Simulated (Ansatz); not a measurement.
**Single-point calculation of Zr$_{2}$HS$_{4}$**

Zr$_{2}$HS$_{4}$ (slab, 14 atoms in the cell), computed with DFT PBE+D3(BJ), scalar-relativistic, plane waves, PAW, PAW set soft_1, no spin polarisation (Ansatz 0.2.0).

The structure derives from an entry of the Crystallography Open Database. Figures and captions count atoms from 1; the log counts them from 0 in places.

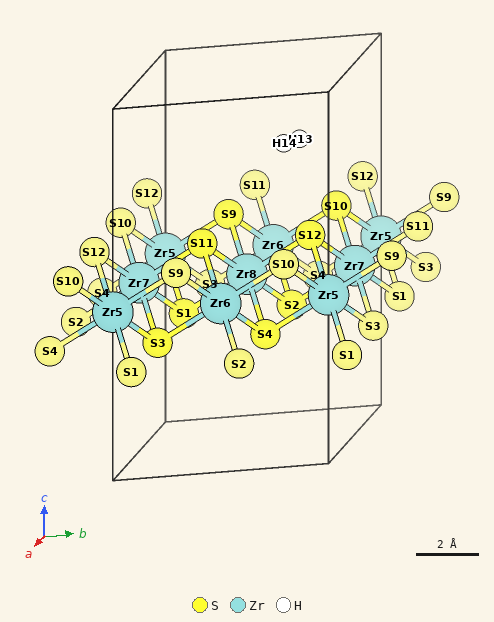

**Figure 1.** The structure as given in the input (ball-and-stick view of the cell of the calculation, with the vacuum cut short, seen slightly off an axis; neighbours outside the cell are drawn fainter; atoms are numbered from 1 in the order of the input). An atom can appear more than once, as a periodic image.

Key numbers:

| quantity | value |
| --- | --- |
| outcome | converged |
| electrons treated | 98 |
| free energy | −24005.4104 eV |
| work function, top face | 5.84 eV |
| work function, bottom face | 5.86 eV |
| Fermi energy | −2.042 eV |
| gap on the k-point mesh | 1.10 eV |
| work function (upper face) | 5.84 eV |
| largest force (length of the vector) | 0.058 eV/Å |
| hardware | 2 threads of Arm Neoverse V1, 24 GiB of memory available, shared host |
| wall time | 60 s (CPU time 2 min) |
| peak memory | 1.3 GiB |

Notes:

Warnings of the run: the exchange-correlation potential is rough where the density is thin.

Input:
```yaml
crystal:
  lattice:
    - [7.2976778227, 0.0, 0.0]
    - [-3.6488389114, 6.3199743831, 0.0]
    - [0.0, 0.0, 20.9171506047]
  atoms:
    - { symbol: S, position: [0.3333333333, 0.1666666667, 0.1912306354] }
    - { symbol: S, position: [0.3333333333, 0.6666666667, 0.1912306354] }
    - { symbol: S, position: [0.8333333333, 0.1666666667, 0.1912306354] }
    - { symbol: S, position: [0.8333333333, 0.6666666667, 0.1912306354] }
    - { symbol: Zr, position: [0.0, 0.0, 0.2609617058] }
    - { symbol: Zr, position: [0.0, 0.5, 0.2609617058] }
    - { symbol: Zr, position: [0.5, 0.0, 0.2609617058] }
    - { symbol: Zr, position: [0.5, 0.5, 0.2609617058] }
    - { symbol: S, position: [0.1666666667, 0.3333333333, 0.3306927762] }
    - { symbol: S, position: [0.1666666667, 0.8333333333, 0.3306927762] }
    - { symbol: S, position: [0.6666666667, 0.3333333333, 0.3306927762] }
    - { symbol: S, position: [0.6666666667, 0.8333333333, 0.3306927762] }
    - { symbol: H, position: [0.3036654916, 0.6963345084, 0.4549926892] }
    - { symbol: H, position: [0.3630011751, 0.6369988249, 0.4549926892] }
basis:
  ecutwfc: 420
kpoints:
  mp_grid: { grid: [6, 6, 1] }
hamiltonian:
  xc: pbe
  pseudopotentials: { kind: paw, azcp: { folder: soft_1 } }
  dispersion: d3bj
scf:
  occupations: { method: gaussian, width: 0.05 }
output:
  forces: true
  eigenvalues: true
  write_density: true
  write_potential: true
  elf: true
  volumetric_format: npy
efield:
  axis: 3
  dipole_correction: true
  ramp_width: 0.04
```

Launched with:
```bash
ansatz run input.yaml --threads 2 --pin off --max-ram 6144MiB --backend cpu --events-out ev --progress --plain --runs-dir out
```

Output:
```
Engine: ansatz 0.2.0, aarch64-unknown-linux-gnu
Pseudopotentials: kind: paw
Pseudopotential: S, paw, valence charge 6, recommended cutoff 420 eV (normal), [file]
Pseudopotential: Zr, paw, valence charge 12, recommended cutoff 420 eV (normal), [file]
Pseudopotential: H, paw, valence charge 1, recommended cutoff 420 eV (normal), [file]
Functional definition: PBE
  parameter kappa = 0.804
  parameter beta = 0.06672455060314922
  exchange = pbe_x(kappa = kappa, mu = beta*pi^2/3)
  correlation = pbe_c(beta = beta)
Crystal: 14 atoms, lattice volume = 964.723 Å³
Basis set: ecut = 420 eV, 18825 PW (Γ), exchange–correlation on 100×100×288 points (8 copies of the dense FFT grid, shifted against one another)
Bands: 63, of which v1, the nominal top of the filled ones, is band 49 counted from 1 (48 counted from 0)
Symmetry: 2 space group operations
Space group: Cm (ITA 8), of the structure as read, at distance tolerance 9.9e-5 Å
k-points: 13 of 36 (time reversal used)
Non-local potential: S, projectors of the file, l = 0: 2, l = 1: 2, l = 2: 1
Non-local potential: Zr, projectors of the file, l = 0: 3, l = 1: 2, l = 2: 2, l = 3: 1
Non-local potential: H, projectors of the file, l = 0: 2, l = 1: 1
PAW form: soft (Blöchl's): semilocal exchange-correlation on the pseudo side does not see the compensation charge
PAW one-centre angular grid: S, 110 points (default); XC on 64 Gauss nodes
PAW one-centre angular grid: Zr, 590 points (default); XC on 64 Gauss nodes
PAW one-centre angular grid: H, 110 points (default); XC on 64 Gauss nodes
Initial wavefunctions: pseudopotential atomic-orbital guess
Functional: x = pbe(κ = 0.804, μ = 0.2195149727645171), c = pbe(β = 0.06672455060314922)
SCF iter   1: F=—  HF=-24009.357155 eV  |F-HF|=—  |Δ(HF+E_count)|=         —  Δρ=3.06e-2  dr2=1.29e1  ethr=3.10e-3  p=-0.000 e·Å  D=-3.63e-7 V/Å  ΔV_dip=0.00 eV  dr2_dipole=1.35e-4  V_vac-E_F(+/−)=7.17/7.17 eV  ⟨swp⟩=8.3  Hψ=3827  notcnv=0  defer=5
efield: sawtooth ramp at fractional position 0.8031 (placed from the atoms, in the widest stretch of the axis that holds none; the zero of the levels goes with the place), width 0.0400; the density the first Hamiltonian is built on has a dipole p = -0.000 e·Å; the dipole correction subtracts the counter field D = -3.63e-7 V/Å, which shifts the + side's vacuum level by +0.00 eV against the − side's; the planar-averaged density in the ramp window peaks in size at 7.1e-7 e/Å³
preconditioner: auto → Resta (q_TF=auto, 1.864 Å⁻¹)  ε∞=2.4  [insulator: Δε(μ)=1.988 eV  Ē_g=8.319 eV  σ=0.050 eV  W_gap=1.00  n_scr=108 (ndim 8)  ℏωp=9.7 eV  f_vac=0.648  D(μ)=0.00/eV (n_scr^D=0)  ε∞_Penn≈2.4  vacuum switching on, ρ_ref=5.0e-3 e/Å³]
SCF iter   2: F=—  HF=-24005.777836 eV  |F-HF|=—  |Δ(HF+E_count)|=    3.58e0  Δρ=1.23e-2  dr2=2.02e0  ethr=3.10e-3  p=-0.006 e·Å  D=-1.06e-3 V/Å  ΔV_dip=0.02 eV  dr2_dipole=1.14e-5  V_vac-E_F(+/−)=6.63/6.60 eV  ⟨swp⟩=3.0  Hψ=1652  notcnv=0  defer=117
SCF iter   3: F=—  HF=-24005.479355 eV  |F-HF|=—  |Δ(HF+E_count)|=   2.98e-1  Δρ=6.27e-3  dr2=4.94e-1  ethr=2.06e-3  p=-0.002 e·Å  D=-3.67e-4 V/Å  ΔV_dip=0.01 eV  dr2_dipole=2.53e-5  V_vac-E_F(+/−)=6.08/6.07 eV  ⟨swp⟩=3.0  Hψ=1405  notcnv=0  defer=116
SCF iter   4: F=—  HF=-24005.408057 eV  |F-HF|=—  |Δ(HF+E_count)|=   7.13e-2  Δρ=2.12e-3  dr2=3.59e-2  ethr=5.04e-4  p=-0.003 e·Å  D=-6.22e-4 V/Å  ΔV_dip=0.01 eV  dr2_dipole=6.67e-5  V_vac-E_F(+/−)=5.99/5.98 eV  ⟨swp⟩=3.0  Hψ=1166  notcnv=0  defer=116
SCF iter   5: F=—  HF=-24005.410429 eV  |F-HF|=—  |Δ(HF+E_count)|=   2.37e-3  Δρ=3.85e-4  dr2=2.73e-3  ethr=3.66e-5  p=0.009 e·Å  D=1.62e-3 V/Å  ΔV_dip=-0.03 eV  dr2_dipole=3.52e-4  V_vac-E_F(+/−)=5.86/5.89 eV  ⟨swp⟩=2.7  Hψ=1534  notcnv=0  defer=114
SCF iter   6: F=—  HF=-24005.411339 eV  |F-HF|=—  |Δ(HF+E_count)|=   9.09e-4  Δρ=3.07e-4  dr2=6.08e-3  ethr=2.78e-6  p=-0.009 e·Å  D=-1.69e-3 V/Å  ΔV_dip=0.04 eV  dr2_dipole=1.39e-3  V_vac-E_F(+/−)=5.88/5.84 eV  ⟨swp⟩=2.5  Hψ=1271  notcnv=0  defer=114
SCF iter   7: F=—  HF=-24005.410590 eV  |F-HF|=—  |Δ(HF+E_count)|=   7.49e-4  Δρ=4.31e-5  dr2=3.16e-5  ethr=2.78e-6  p=0.004 e·Å  D=6.65e-4 V/Å  ΔV_dip=-0.01 eV  dr2_dipole=1.78e-8  V_vac-E_F(+/−)=5.84/5.86 eV  ⟨swp⟩=2.0  Hψ=986  notcnv=0  defer=114
SCF iter   8: F=—  HF=-24005.410449 eV  |F-HF|=—  |Δ(HF+E_count)|=   1.41e-4  Δρ=1.41e-5  dr2=5.35e-6  ethr=3.22e-8  p=0.004 e·Å  D=6.65e-4 V/Å  ΔV_dip=-0.01 eV  dr2_dipole=1.65e-9  V_vac-E_F(+/−)=5.84/5.86 eV  ⟨swp⟩=2.5  Hψ=1424  notcnv=0  defer=114
SCF iter   9: F=—  HF=-24005.410449 eV  |F-HF|=—  |Δ(HF+E_count)|=   2.40e-7  Δρ=7.88e-6  dr2=2.14e-6  ethr=5.46e-9  p=0.004 e·Å  D=6.63e-4 V/Å  ΔV_dip=-0.01 eV  dr2_dipole=2.23e-9  V_vac-E_F(+/−)=5.84/5.86 eV  ⟨swp⟩=2.3  Hψ=1167  notcnv=0  defer=114
SCF iter  10: F=—  HF=-24005.410448 eV  |F-HF|=—  |Δ(HF+E_count)|=   2.91e-7  Δρ=2.86e-6  dr2=2.41e-7  ethr=2.18e-9  p=0.004 e·Å  D=6.62e-4 V/Å  ΔV_dip=-0.01 eV  dr2_dipole=3.61e-11  V_vac-E_F(+/−)=5.84/5.86 eV  ⟨swp⟩=2.0  Hψ=942  notcnv=0  defer=114
SCF iter  11: F=-24005.410448 eV  HF=-24005.410448 eV  |F-HF|=1.25e-8  |Δ(HF+E_count)|=   3.22e-8  Δρ=7.93e-7  dr2=1.70e-8  ethr=1.02e-10  p=0.004 e·Å  D=6.65e-4 V/Å  ΔV_dip=-0.01 eV  dr2_dipole=1.03e-10  V_vac-E_F(+/−)=5.84/5.85 eV  ⟨swp⟩=21.4  Hψ=7653  notcnv=0
SCF 1 converged in 11 iterations: F = -24005.410448 eV  dr2 = 1.70e-8
  greatest PAW one-centre occupation: 0.997 electrons in one spin orbital (limit 2), on the Zr atom at site 7 (counted from 0), in its partial waves of l = 0
```

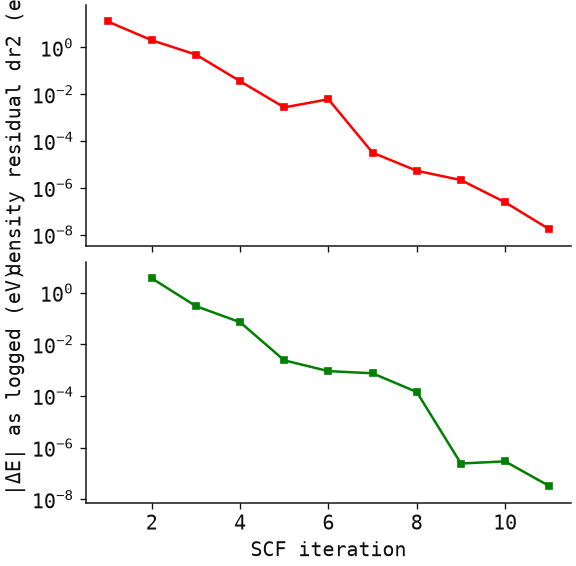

**Figure 2.** Convergence of the self-consistent field: density residual dr2 and size of the energy change against the SCF iteration. The residual comes down, with one marked jump up, by a factor of about 2, at step 6.

```
WARN: The output density's exchange-correlation potential varies sharply where the density is thin. Do not read a vacuum level from v_tot or v_xc, or from such a field of the output density. On a cell that repeats whose density bears no net charge and no dipole along the vacuum's axis use v_es (v_loc + v_h of the components); under efield.dipole_correction with no amplitude use v_es + v_field, which holds any external_charges[].barrier, or the levels of the report's work_function block, which leave it out; under a non-zero efield.amplitude the vacuum is tilted and has no level; on a cell that repeats and bears such a dipole with no correction it is tilted too, and efield.dipole_correction with no amplitude gives each side of its ramp a level where efield: is served; in a cell that repeats whose density bears a net charge (total_charge, or a fill off its count) it is curved and has none; of a slab under crystal.periodic whose density bears no net charge use v_es, which has a level on each side, short of where the two are joined; of another it falls or rises all the way out and has none; of a slab beside external_charges read slab_vacuum_level instead, which it has where they leave it neutral. The grid or the basis barely resolves most such structure, and the values can differ between equally converged runs; as a rule a tighter scf.convergence.dr2_threshold does not remove it. Where the density itself ripples (under the LDA too) a higher basis.ecutwfc lessens it. The files hold the spikes' plane waves up to the density's cutoff. Files: v_tot_of_output_density and the like, and their columns of v_z.tsv (output.write_potential); v_xc_of_output_density and the like, and their columns of v_comp_z.tsv (output.write_potential_components). Measured: with its Gaussian average of σ = 0.25 Å subtracted twice, the exchange-correlation potential is over 0.1 eV at 244 of the grid points where the equally averaged density (valence and model cores) is under 1e-3 e/Å³, and 0.347 eV at the most among them, at an averaged density of 8.5e-4 e/Å³. The input density's (outcome.potential() and, of a run that writes arrays, v_tot and v_xc) is over 0.1 eV, so measured, at 260 points of its own thin density, 0.348 eV at the most. See output.write_potential in the manual, Limitations
SCF converged after 11 iterations
Free energy (F): -24005.410448 eV
Harris-Foulkes:  -24005.410448 eV  (|F-HF|=1.25e-8)
Internal energy: -24005.410448 eV  (E = F + TS)
E sigma→0 (E₀):  -24005.410448 eV
Fermi energy:    -2.041540 eV
Dipole field:    D = 0.000671 V/Å  (p = 0.003580 e·Å, saw-weighted, corrected)
Work function:   Φ+ = 5.8410 eV   Φ− = 5.8550 eV
Levels:          The Fermi level and band energies are counted from a zero that moves with the ramp; work functions are not
--- Per-component energies (eV) ---
  E_band       = -1587.929458
  E_kinetic    = 2133.875657
  E_local      = -45116.537743  (includes V_loc(G=0)·N_el)
  E_nonlocal   = 567.590733
  E_hartree    = 21349.258059
  E_xc         = -1350.253964
  E_vxc        = -1418.167077  (∫ρ·V_xc dr)
  E_paw        = -16722.767251  (= ΣΔE_a)
  E_vpaw       = -453.283489  (= ΣTr[D̂ρ^β])
  E_aug_tail   = -0.002089  (compensation charges beyond the density's cutoff)
  E_efield     = 0.000001  (sawtooth field / dipole correction)
  E_vefield    = 0.080097  (∫n·V_field dr)
  E_ewald      = 15136.449701
  E_disp       = -3.023554  (pairwise vdW)
  E_smearing   = -0.000000  (= −TS)
  E_closure    = 0.000000  (closes the sum)
  Σ components = -24005.410448   (vs F -24005.410448, Δ=0.00e0)
--- Forces (eV/Å), atoms counted from 1 ---
  atom   1  S      0.00359206    -0.00039662    -0.00548336
  atom   2  S     -0.00196182     0.00113265     0.00473421
  atom   3  S     -0.00280295     0.00161828    -0.00356010
  atom   4  S      0.00213951    -0.00291250    -0.00548336
  atom   5  Zr    -0.00701058     0.00404756     0.00110910
  atom   6  Zr     0.01210756    -0.00156875     0.00588551
  atom   7  Zr     0.00741236    -0.00970108     0.00588551
  atom   8  Zr    -0.00989794     0.00571458     0.00681320
  atom   9  S     -0.00036168    -0.01284556    -0.01789176
  atom  10  S     -0.01056401     0.00609913    -0.00696617
  atom  11  S     -0.00008590     0.00004959     0.01068453
  atom  12  S      0.01094374     0.00673600    -0.01789176
  atom  13  H     -0.04940894     0.02852627     0.00965785
  atom  14  H      0.04589839    -0.02649945     0.01247963
  max |Σ_I F_I| component: 2.70e-5 eV/Å
--- Band table (eV; the first three rows and the last of 13) ---
  k-point 0: bands = ["-51.4481", "-51.4285", "-51.4276", "-51.4268", "-29.6308", "-29.6299", "-29.6290", "-29.5121", "-29.4505", "-29.4498", "-29.4492", "-29.4152", "-29.4151", "-29.4150", "-29.3553", "-29.3551", "-15.0384", "-14.1955", "-14.1936", "-14.1917", "-13.8834", "-13.6550", "-13.6530", "-13.6511", "-6.9602", "-6.8669", "-6.8662", "-6.6565", "-6.2491", "-5.3585", "-5.3563", "-5.3419", "-5.2087", "-5.2086", "-5.0079", "-5.0071", "-5.0062", "-4.8862", "-4.8791", "-4.8783", "-3.7817", "-3.7772", "-3.7604", "-3.5202", "-3.5189", "-3.5177", "-3.4413", "-2.5937", "-2.5935", "-1.4902", "-1.4881", "-1.4827", "-0.9100", "-0.9100", "-0.0072", "0.8469", "0.8474", "0.8479", "1.1719", "1.1722", "1.1730", "2.6302", "2.6312"]
  k-point 1: bands = ["-51.4467", "-51.4295", "-51.4276", "-51.4273", "-29.6197", "-29.6195", "-29.6120", "-29.5080", "-29.4541", "-29.4500", "-29.4499", "-29.4259", "-29.4258", "-29.4111", "-29.3741", "-29.3593", "-14.9661", "-14.1969", "-14.1602", "-14.1597", "-13.8937", "-13.7370", "-13.6918", "-13.6913", "-6.8673", "-6.7398", "-6.7028", "-6.5838", "-6.1848", "-5.5152", "-5.5119", "-5.4925", "-5.3592", "-5.1656", "-4.9840", "-4.9421", "-4.9382", "-4.8099", "-4.7940", "-4.7897", "-3.8425", "-3.8412", "-3.7619", "-3.7516", "-3.7171", "-3.5375", "-3.2783", "-3.0649", "-2.7988", "-1.4358", "-1.2302", "-1.2248", "-0.8413", "-0.6595", "0.0942", "0.7717", "0.7730", "0.7753", "1.0847", "1.0856", "1.0872", "2.2799", "2.5841"]
  k-point 2: bands = ["-51.4430", "-51.4329", "-51.4276", "-51.4275", "-29.5942", "-29.5939", "-29.5631", "-29.4970", "-29.4653", "-29.4551", "-29.4549", "-29.4474", "-29.4473", "-29.4253", "-29.4002", "-29.3703", "-14.7653", "-14.2599", "-14.0678", "-14.0673", "-13.9202", "-13.8964", "-13.7940", "-13.7935", "-6.7569", "-6.4100", "-6.3813", "-6.2183", "-5.9867", "-5.7114", "-5.6957", "-5.6195", "-5.5848", "-5.0610", "-4.9814", "-4.9456", "-4.9297", "-4.9246", "-4.6623", "-4.6523", "-4.4128", "-4.4105", "-3.9988", "-3.7323", "-3.7272", "-3.5491", "-3.4107", "-3.1670", "-3.0395", "-1.3036", "-0.9091", "-0.7138", "-0.7089", "-0.1723", "0.3556", "0.4769", "0.4826", "0.5804", "0.8872", "0.9971", "0.9978", "1.9100", "2.3453"]
  k-point 12: bands = ["-51.4387", "-51.4370", "-51.4285", "-51.4268", "-29.5780", "-29.5753", "-29.4975", "-29.4960", "-29.4797", "-29.4789", "-29.4717", "-29.4710", "-29.4497", "-29.4482", "-29.3866", "-29.3839", "-14.4904", "-14.4878", "-13.9636", "-13.9594", "-13.9446", "-13.9421", "-13.9064", "-13.9028", "-6.7323", "-6.1502", "-6.1367", "-5.9505", "-5.9082", "-5.8058", "-5.7747", "-5.6055", "-5.5682", "-5.0198", "-5.0193", "-4.9658", "-4.9632", "-4.8768", "-4.8569", "-4.6654", "-4.6626", "-4.6056", "-4.6003", "-3.7099", "-3.7061", "-3.4463", "-3.4441", "-3.0886", "-3.0712", "-1.1136", "-1.1052", "-0.3207", "-0.3192", "0.1586", "0.1644", "0.2698", "0.2705", "0.6263", "0.6514", "0.9750", "0.9782", "1.9809", "2.0378"]
```

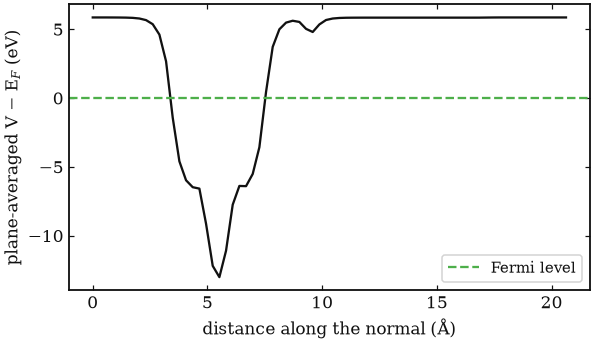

**Figure 3.** Plane average of the electrostatic potential energy of an electron across the cell, from the Fermi level. The vacuum level lies 5.84 eV above the Fermi level.

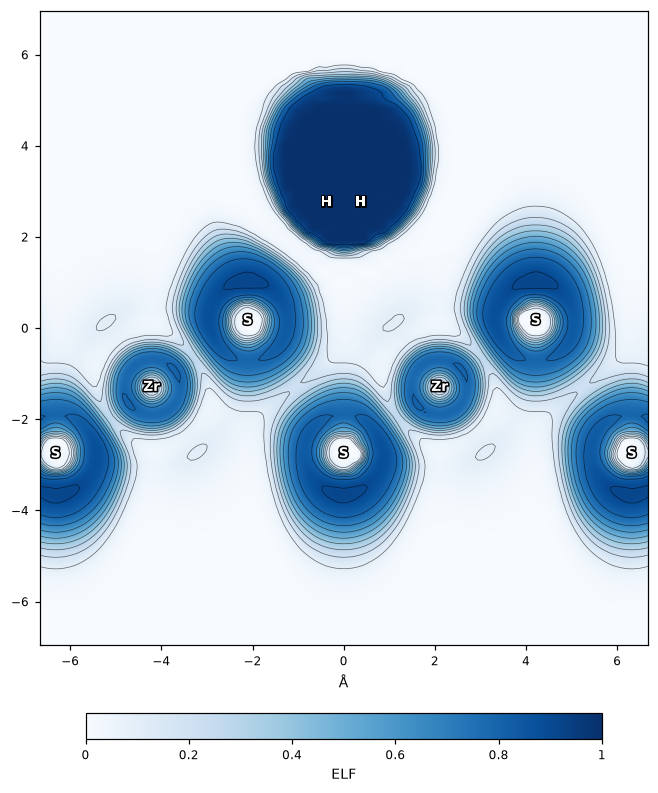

**Figure 4.** Electron localisation function on the (110) plane of the calculation cell, a cut from vacuum to vacuum. Atoms in the plane: S, Zr and H. H–H (0.75 Å): the ELF peaks at about 1 between the atoms (a covalent bond by its length). Zr–S (2.56 Å): the ELF is about 0.40 at the midpoint. The strong features right at Zr lie inside the PAW spheres (semicore, d or f shells) and say nothing about bonding. In a PAW calculation such maps are meaningful between the atoms, not at the nuclei.
